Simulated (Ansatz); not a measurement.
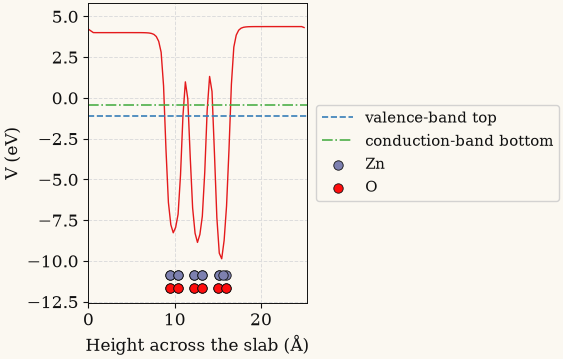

Plane-averaged electrostatic potential energy of an electron across the slab; circles at the bottom mark the heights of the atoms.

System: a (100) slab cut from ZnO (P6_3mc), ended by ZnO planes, 24 atoms in the cell, the slab at its places in the relaxed adsorbed structure.

```
Zn O
1.0
     6.50949    0.00000    0.00000
     0.00000    5.25642    0.00000
     0.00000    0.00000   25.26825
Zn O
12 12
Cartesian
  3.2547 5.2479 8.0000
  0.0000 5.2479 8.0000
  4.8821 2.6197 8.9396
  1.6274 2.6197 8.9396
  4.8821 5.2479 10.8187
  1.6274 5.2479 10.8187
  0.0110 2.6103 11.7085
  3.2439 2.6095 11.7083
  0.0046 5.2568 13.6937
  3.2489 5.2557 13.6964
  1.6275 2.5235 14.5214
  4.8808 2.4287 14.1827
  3.2547 3.2564 8.0000
  0.0000 3.2564 8.0000
  4.8821 0.6282 8.9396
  1.6274 0.6282 8.9396
  4.8821 3.2564 10.8187
  1.6274 3.2564 10.8187
  0.0014 0.6210 11.7431
  3.2535 0.6205 11.7439
  0.0176 3.2547 13.6280
  3.2351 3.2544 13.6275
  1.6267 0.6172 14.5903
  4.8821 0.5984 14.5604
```

Ansatz 0.2.0; DFT PBE+D3(BJ), scalar-relativistic, plane waves, PAW, no spin polarisation, 3×3×1 k mesh, 420 eV cutoff, Gaussian smearing of 0.05 eV.

Question: What are the ionisation potential and the electron affinity of the slab?

Answer: From the vacuum level at the right face the ionisation potential is 5.46 eV and the electron affinity 4.80 eV; at the left face they are 5.09 and 4.43 eV. The slab's gap, their difference before rounding, is 0.66 eV.

Question: How thick are slab and vacuum?

Answer: The outermost atoms are 6.6 Å apart, which leaves 18.7 Å of vacuum in a cell 25.3 Å high.

The atoms aren't at rest in this cell (largest force 1.8 eV/Å), so the relaxed material can differ.
